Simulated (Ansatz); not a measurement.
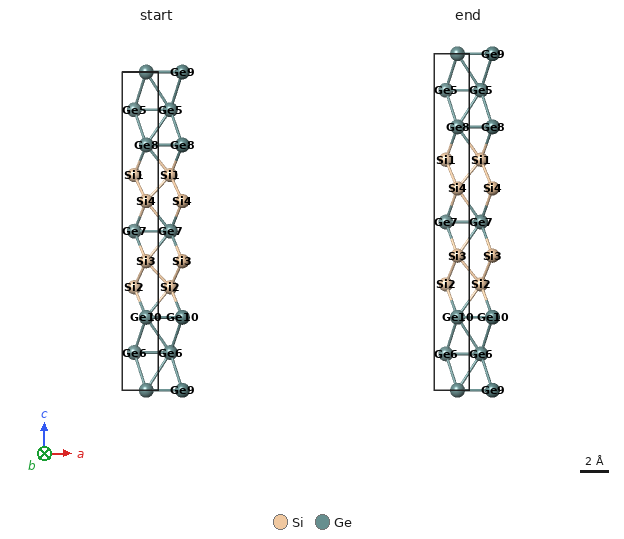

The structure of solid Si₂Ge₃ (a generated structure, set up in P-6m2) before (left) and after (right) a relaxation, at one scale.

The picture is a ball-and-stick view of the cell of the calculation, repeated 2 × 1 × 1 with one cell outlined, seen along the b axis.

The calculation used Ansatz, DFT PBE, scalar-relativistic, plane waves, PAW. Settings: plane-wave cutoff 420 eV; k-point mesh 12 × 12 × 2; occupations gaussian; smearing width 0.1 eV; no spin polarisation; cell and atoms relaxed; force threshold 0.01 eV/Å; at most 80 steps.

Q: Summarise the run.

A: After 8 accepted moves (12 points after the start) the energy has fallen by 23.1 meV per atom. The largest force component goes from 0.23 to 0.0032 eV/Å. Pressure: 0.81 GPa at the start and 0.00 GPa at the end. The line search rejected the trial steps at points 3, 8 of the run. At 2 points the geometry stayed and the basis and grid were re-selected for the new cell (energy shift of 0.1 meV per atom at most each time). The largest moves relative to the cell, 0.29 Å, are those of Ge8 and Ge10. Ge10 goes along −c. Largest moves by element: Ge 0.29 Å, Si 0.21 Å. Cell: a = b 2.992 → 2.898 Å (−3.1 %), c 22.825 → 24.133 Å (+5.7 %). Volume −0.8 %. Some distances before and after: Si3–Ge7 2.762 → 2.935 Å, Si1–Ge8 2.764 → 2.890 Å, Ge5–Ge9 3.213 → 3.102 Å, Si1–Si4 2.544 → 2.651 Å. Bond angles that change, for instance: Si4–Si1–Ge8 98.6° → 105.5°, Si4–Si1–Si4 72.0° → 66.2°, Ge8–Si1–Ge8 65.5° → 60.2°. The space group stays P-6m2 (No. 187). Cost: 9.3 min on 1 thread of Intel(R) Xeon(R) Processor @ 2.70GHz, with other jobs on the host, peak memory 0.61 GiB.
